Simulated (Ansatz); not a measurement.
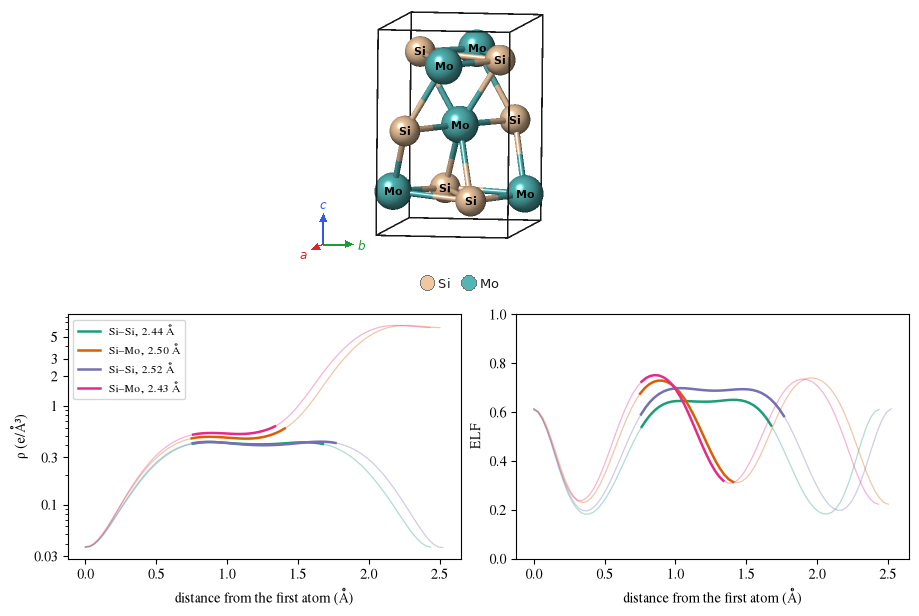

*Si2Mo. Valence charge density (pseudo) and ELF along straight lines between neighbouring atoms. Thin, pale parts lie inside the atomic spheres. The structure is drawn too.*

Space group P1; a structure from a database of computed crystals, not necessarily the ambient phase; changed on purpose from its base cell (all atoms moved at random (sigma 0.03 A a component), cell strained at random (sigma 0.03)); not relaxed (largest force 1.5 eV/Å); computed pressure about 6 GPa in this cell; computed without spin polarisation.

The calculation used Ansatz, DFT r2SCAN, scalar-relativistic, plane waves, PAW.

In a PAW calculation such maps are meaningful between the atoms, not at the nuclei.

Q: What can be read from the curves?

A: Si–Si (2.44 Å): the density is about 0.41 e/Å³ at the midpoint; the ELF peaks at about 0.65 between the atoms.
Si–Mo (2.50 Å): ρ is about 0.48 e/Å³ halfway; the ELF peaks at about 0.75 in the valence shell of Si, 0.9 Å from its nucleus, and is about 0.45 at the midpoint.
Si–Si (2.52 Å): ρ is about 0.4 e/Å³ halfway; the ELF peaks at about 0.70 between the atoms.
Si–Mo (2.43 Å): ρ at the midpoint is about 0.54 e/Å³; the ELF peaks at about 0.75 in the valence shell of Si, 0.9 Å from its nucleus, and is about 0.45 at the midpoint.
